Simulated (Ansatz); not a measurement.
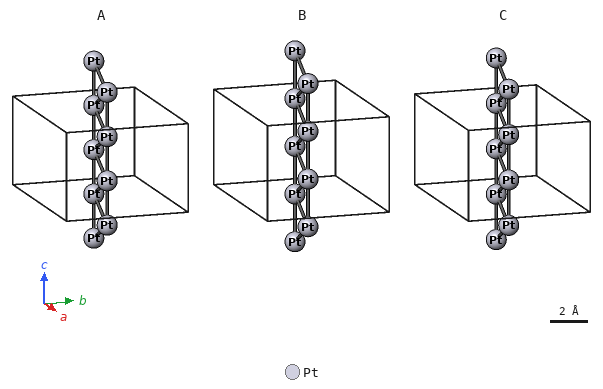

3 geometries from one relaxation of a wire of composition Pt, in shuffled order. Style: ball-and-stick. Shown: the 2 repeat of the cell, with the vacuum cut short, slightly off an axis.

Case: strip chain of atoms.

Method: DFT PBE, scalar-relativistic, plane waves, PAW (Ansatz 0.2.0). Settings: plane-wave cutoff 420 eV; k-point mesh 1 × 1 × 24; occupations gaussian; smearing width 0.05 eV; collinear spin; cell relaxed at fixed a, b, alpha, beta, gamma; force threshold 0.01 eV/Å; at most 45 steps.

Question: Put them in the order of the run, from the start to the converged end.

Answer: B, C, A. They are steps 0, 1, 6, at +0.244 eV per cell of the calculation, +96.4 meV per cell of the calculation relative to the last. The energy falls by 0.244 eV per cell of the calculation in 5 accepted moves (6 points after the start). The largest force component goes from 0.7 to 0.0015 eV/Å. At 1 point the geometry stayed and the basis and grid were re-selected for the new cell (energy shift of 2.3 meV per cell of the calculation at most each time). The largest moves relative to the layer's centre, 0.025 Å, are those of Pt atoms. Along the periodic axis the drawn cell goes c 5.356 → 4.968 Å (−7.3 %). Some distances before and after: Pt–Pt 2.678 → 2.484 Å. Bond angles that change, for instance: Pt–Pt–Pt 61.0° → 56.2°, Pt–Pt–Pt 59.5° → 61.9°, Pt–Pt–Pt 120.5° → 118.1°. Cost: 2.8 min on 2 threads of Intel(R) Xeon(R) Processor @ 2.50GHz (Skylake/Cascade Lake), with other jobs on the host, peak memory 0.6 GiB.

Limits of the set-up: the k-point mesh is coarse for a cell with partly filled bands.
